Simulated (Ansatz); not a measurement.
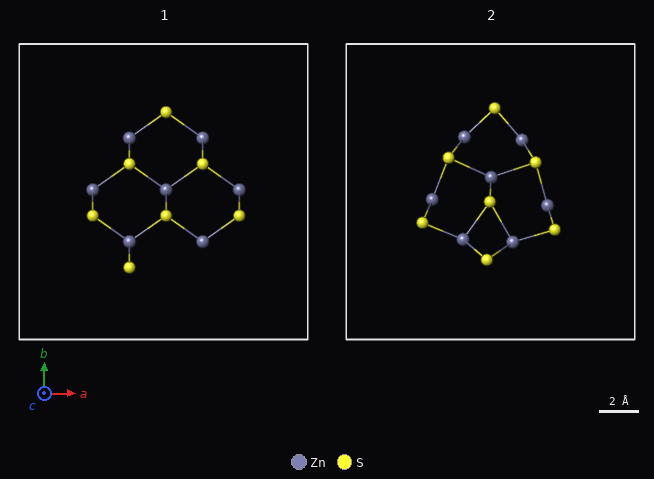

Two geometries of a wire of composition ZnS, drawn at one scale. One is the start of a relaxation, the other its converged end. Style: ball-and-stick. Shown: the 2 repeat of the cell, with the vacuum cut short, along the c axis.

Level of theory: DFT PBEsol, scalar-relativistic, plane waves, PAW in Ansatz 0.2.0. Settings: plane-wave cutoff 420 eV; k-point mesh 1 × 1 × 9; occupations gaussian; smearing width 0.05 eV; collinear spin; cell relaxed at fixed a, b, alpha, beta, gamma; force threshold 0.02 eV/Å; at most 45 steps.

Question: Which of the two is the end point?

Answer: Structure 2 is the relaxed one. Case: wire along [1 1 0], 14 atoms a period. An S atom moves most relative to the centre of the atoms: 1.62 Å. By element the largest moves are S 1.62 Å, Zn 1.27 Å. Along the periodic axis the drawn cell goes c 7.574 → 7.411 Å (−2.1 %). Some distances before and after: S–Zn 4.441 → 2.462 Å, S–Zn 2.319 → 2.159 Å, S–Zn 2.319 → 2.462 Å, S–Zn 2.319 → 2.424 Å. New bonds form, among them: S–Zn (4.44 → 2.46 Å). Among the angles between lasting bonds that change: Zn–S–Zn 109.5° → 65.0°, S–Zn–S 109.5° → 136.9°, Zn–S–Zn 109.5° → 82.5°. Over 14 accepted moves (16 points after the start) the energy falls by 4.328 eV per cell of the calculation. The largest force component goes from 2.1 to 0.0096 eV/Å. The line search rejected the trial step at point 12 of the run. The SCF was repeated once at an unchanged geometry on a basis and grid sized afresh for the cell, which shifted the energy by 2.1 meV per cell of the calculation at most. The program noted that the starting moments weren't kept.
